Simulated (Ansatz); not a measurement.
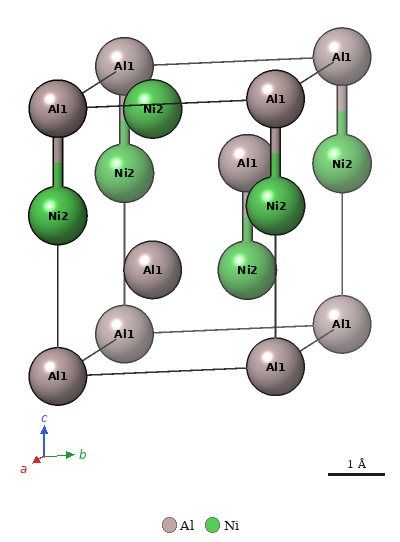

Figure 1. The structure as given in the input (ball-and-stick view of the cell 3 times as large as that of the calculation, set on its symmetry axes, seen slightly off an axis; bonded neighbours outside the cell are drawn too; atoms are numbered from 1 in the order of the input). An atom can appear more than once, as a periodic image.

**Two runs on AlNi**

System: AlNi (2 atoms in the cell).
Method of the first run: DFT PBEsol, scalar-relativistic, plane waves, PAW, no spin polarisation (Ansatz 0.2.0).

The structure derives from an entry of the Crystallography Open Database. Text and figures count atoms from 1; the logs count them from 0 in places.

Input, the first run:
```yaml
crystal:
  lattice:
    - [2.8621655516, 0.0, 0.0]
    - [0.0, 2.8621655516, 0.0]
    - [0.0, 0.0, 2.8621655516]
  atoms:
    - { symbol: Al, position: [0.0, 0.0, 0.0] }
    - { symbol: Ni, position: [0.6008589927, 0.6008589927, 0.6008589927] }
basis:
  ecutwfc: 420
kpoints:
  mp_grid: { grid: [20, 20, 20] }
hamiltonian:
  xc: pbesol
scf:
  occupations: { method: gaussian, width: 0.15 }
output:
  forces: true
  stress: true
  eigenvalues: true
```

Launched with:
```bash
ansatz run input.yaml --threads 1 --pin off --max-ram 2560MiB --backend cpu --events-out ev --progress --plain --runs-dir out
```

Hardware: 1 thread of Intel Xeon @ 2.50GHz (Skylake/Cascade Lake), 189 GiB of memory available, shared host.

Output, shortened to warnings, some set-up lines, iterations and results (the first run):
```
Basis set: ecut = 420 eV, 461 PW (Γ), exchange–correlation on 40×40×40 points (8 copies of the dense FFT grid, shifted against one another)
Symmetry: 6 space group operations
k-points: 781 of 8000 (time reversal used)
Initial density: superposition of atomic densities (neutral atoms: chi_scale 0, normalization atom), corrected by the library's trained network
[...]
SCF iter   1: F=—  HF=-6329.853347 eV  |F-HF|=—  |Δ(HF+E_count)|=         —  Δρ=1.45e-2  dr2=2.65e-2  ethr=1.77e-3  ⟨swp⟩=4.6  Hψ=53030  notcnv=0
SCF iter   2: F=—  HF=-6329.849711 eV  |F-HF|=—  |Δ(HF+E_count)|=   3.64e-3  Δρ=4.43e-3  dr2=2.66e-3  ethr=1.26e-4  ⟨swp⟩=1.4  Hψ=18272  notcnv=0  defer=13
SCF iter   3: F=—  HF=-6329.849410 eV  |F-HF|=—  |Δ(HF+E_count)|=   3.01e-4  Δρ=7.11e-4  dr2=6.73e-5  ethr=1.27e-5  ⟨swp⟩=1.0  Hψ=11573  notcnv=0  defer=22
SCF iter   4: F=—  HF=-6329.849376 eV  |F-HF|=—  |Δ(HF+E_count)|=   3.39e-5  Δρ=5.45e-5  dr2=2.90e-7  ethr=3.20e-7  ⟨swp⟩=1.8  Hψ=15463  notcnv=0  defer=23
SCF iter   5: F=-6329.849376 eV  HF=-6329.849376 eV  |F-HF|=1.40e-8  |Δ(HF+E_count)|=   1.68e-7  Δρ=1.30e-5  dr2=2.85e-8  ethr=1.38e-9  ⟨swp⟩=2.2  Hψ=18052  notcnv=0  defer=23
SCF iter   6: F=-6329.849376 eV  HF=-6329.849376 eV  |F-HF|=1.25e-10  |Δ(HF+E_count)|=   1.83e-9  Δρ=1.47e-6  dr2=3.14e-10  ethr=1.36e-10  ⟨swp⟩=3.7  Hψ=45036  notcnv=0
SCF 1 converged in 6 iterations: F = -6329.849376 eV  dr2 = 3.14e-10
SCF converged after 6 iterations
Free energy (F): -6329.849376 eV
Harris-Foulkes:  -6329.849376 eV  (|F-HF|=1.25e-10)
Internal energy: -6329.840695 eV  (E = F + TS)
E sigma→0 (E₀):  -6329.845036 eV
Entropy (-TS):   -0.008681 eV (-4.341 meV/atom)
Fermi energy:    14.101956 eV
--- Per-component energies (eV) ---
  E_band       = -335.253955
  E_kinetic    = 315.053031
  E_local      = -4454.371852  (includes V_loc(G=0)·N_el)
  E_nonlocal   = 651.168057
  E_hartree    = 1915.122643
  E_xc         = -126.511275
  E_vxc        = -141.864688  (∫ρ·V_xc dr)
  E_paw        = -2054.421796  (= ΣΔE_a)
  E_vpaw       = -535.484217  (= ΣTr[D̂ρ^β])
  E_aug_tail   = 0.000392  (compensation charges beyond the density's cutoff)
  E_ewald      = -2576.096324
  E_core_change = 0.216428  (= ΣΔE_core)
  E_smearing   = -0.008681  (= −TS)
  E_closure    = 0.000000  (closes the sum)
  Σ components = -6329.849376   (vs F -6329.849376, Δ=0.00e0)
--- Forces (eV/Å), atoms counted from 1 ---
  atom   1  Al     2.96634552     2.96634552     2.96634552
  atom   2  Ni    -2.96633957    -2.96633957    -2.96633957
  max |Σ_I F_I| component: 5.95e-6 eV/Å
--- Stress (GPa, compression-positive) ---
       19.355943      15.329324      15.329324
       15.329324      19.355943      15.329324
       15.329324      15.329324      19.355943
  P = ⅓ Tr σ = 19.3559 GPa (193.559 kbar)
```

For the second run the input was changed thus:
```diff
-    - { symbol: Ni, position: [0.6008589927, 0.6008589927, 0.6008589927] }
+    - { symbol: Ni, position: [0.4873926259, 0.4873926259, 0.4873926259] }
```

Predict how the results change.

With the same functional and potentials, the second run lies 503.1 meV per atom lower. The pressure goes from 19.36 to 0.30 GPa. The largest force goes from 5.138 to 0.392 eV/Å. The number of SCF iterations is the same.

Output, shortened to warnings, some set-up lines, iterations and results (the second run):
```
Basis set: ecut = 420 eV, 461 PW (Γ), exchange–correlation on 40×40×40 points (8 copies of the dense FFT grid, shifted against one another)
Symmetry: 6 space group operations
k-points: 781 of 8000 (time reversal used)
Initial density: superposition of atomic densities (neutral atoms: chi_scale 0, normalization atom), corrected by the library's trained network
[...]
SCF iter   1: F=—  HF=-6330.862337 eV  |F-HF|=—  |Δ(HF+E_count)|=         —  Δρ=1.91e-2  dr2=4.99e-2  ethr=1.77e-3  ⟨swp⟩=4.4  Hψ=52526  notcnv=0
SCF iter   2: F=—  HF=-6330.856279 eV  |F-HF|=—  |Δ(HF+E_count)|=   6.06e-3  Δρ=6.56e-3  dr2=6.71e-3  ethr=2.38e-4  ⟨swp⟩=1.7  Hψ=18958  notcnv=0  defer=40
SCF iter   3: F=—  HF=-6330.855520 eV  |F-HF|=—  |Δ(HF+E_count)|=   7.58e-4  Δρ=1.00e-3  dr2=1.70e-4  ethr=3.19e-5  ⟨swp⟩=1.0  Hψ=11507  notcnv=0  defer=52
SCF iter   4: F=—  HF=-6330.855498 eV  |F-HF|=—  |Δ(HF+E_count)|=   2.20e-5  Δρ=7.13e-5  dr2=3.77e-7  ethr=8.08e-7  ⟨swp⟩=1.3  Hψ=12436  notcnv=0  defer=52
SCF iter   5: F=—  HF=-6330.855498 eV  |F-HF|=—  |Δ(HF+E_count)|=   9.63e-7  Δρ=1.62e-5  dr2=5.81e-8  ethr=1.80e-9  ⟨swp⟩=2.0  Hψ=19307  notcnv=0  defer=52
SCF iter   6: F=-6330.855498 eV  HF=-6330.855498 eV  |F-HF|=2.04e-10  |Δ(HF+E_count)|=   1.08e-8  Δρ=2.24e-6  dr2=7.70e-10  ethr=2.76e-10  ⟨swp⟩=3.5  Hψ=44059  notcnv=0
SCF 1 converged in 6 iterations: F = -6330.855498 eV  dr2 = 7.70e-10
SCF converged after 6 iterations
Free energy (F): -6330.855498 eV
Harris-Foulkes:  -6330.855498 eV  (|F-HF|=2.04e-10)
Internal energy: -6330.845685 eV  (E = F + TS)
E sigma→0 (E₀):  -6330.850591 eV
Entropy (-TS):   -0.009813 eV (-4.906 meV/atom)
Fermi energy:    14.186512 eV
--- Per-component energies (eV) ---
  E_band       = -331.639348
  E_kinetic    = 312.181177
  E_local      = -4419.324567  (includes V_loc(G=0)·N_el)
  E_nonlocal   = 648.700916
  E_hartree    = 1900.396386
  E_xc         = -125.926954
  E_vxc        = -141.166322  (∫ρ·V_xc dr)
  E_paw        = -2052.784699  (= ΣΔE_a)
  E_vpaw       = -532.821775  (= ΣTr[D̂ρ^β])
  E_aug_tail   = 0.000390  (compensation charges beyond the density's cutoff)
  E_ewald      = -2594.304763
  E_core_change = 0.216428  (= ΣΔE_core)
  E_smearing   = -0.009813  (= −TS)
  E_closure    = -0.000000  (closes the sum)
  Σ components = -6330.855498   (vs F -6330.855498, Δ=0.00e0)
--- Forces (eV/Å), atoms counted from 1 ---
  atom   1  Al    -0.22605804    -0.22605804    -0.22605804
  atom   2  Ni     0.22606164     0.22606164     0.22606164
  max |Σ_I F_I| component: 3.60e-6 eV/Å
--- Stress (GPa, compression-positive) ---
        0.296021       0.199648       0.199648
        0.199648       0.296021       0.199648
        0.199648       0.199648       0.296021
  P = ⅓ Tr σ = 0.2960 GPa (2.960 kbar)
```

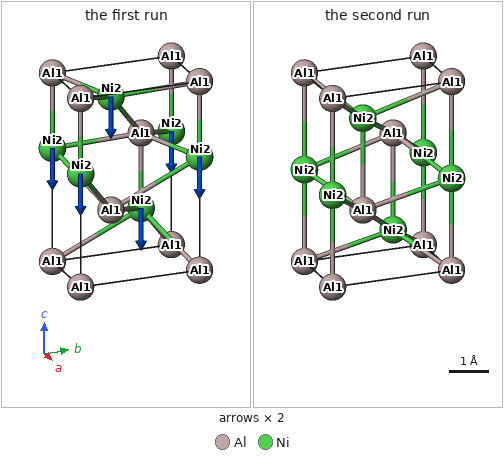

Figure 2. The two input geometries at one scale (ball-and-stick view of the cell 3 times as large as that of the calculation, set on its symmetry axes, seen slightly off an axis). The blue arrows on the first give the shifts of the atoms relative to the cell, magnified 2 times. Ni2 moves most: 0.56 Å. Al stays in place. The cell stays as it was. Among the contacts that change: Al1–Ni2 2.979 → 2.416 Å.

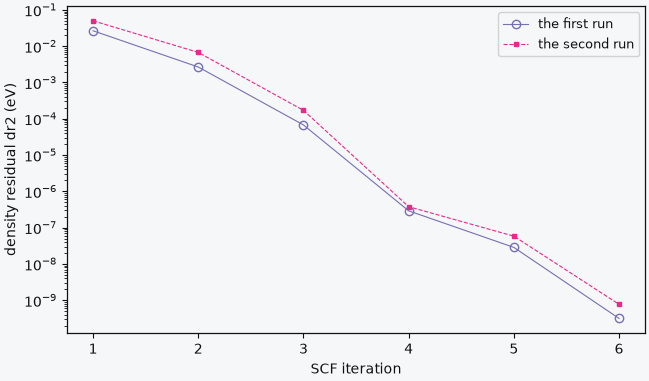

Figure 3. Convergence of the two runs: density residual dr2 against the SCF iteration. The first run takes 6 iterations in all, and the second run takes 6.

The two runs side by side:

| quantity | the first run | the second run |
| --- | --- | --- |
| outcome | converged | converged |
| free energy per atom (eV) | −3164.9247 | −3165.4277 |
| energy per atom, smearing taken to zero (eV) | −3164.9225 | −3165.4253 |
| gap on the mesh (eV) | 0.00 | 0.00 |
| pressure (GPa) | 19.36 | 0.30 |
| largest force (eV/Å) | 5.138 | 0.392 |
| SCF iterations | 6 | 6 |
| irreducible k-points | 781 | 781 |
| plane waves at Γ | 461 | 461 |
| wall time (shared host) | 51 s | 44 s |

For both runs: The run has no spin polarisation, so a magnetic state may lie lower. For the first run: The cell is under a pressure of 19.4 GPa at this level, so it is not at its equilibrium volume.
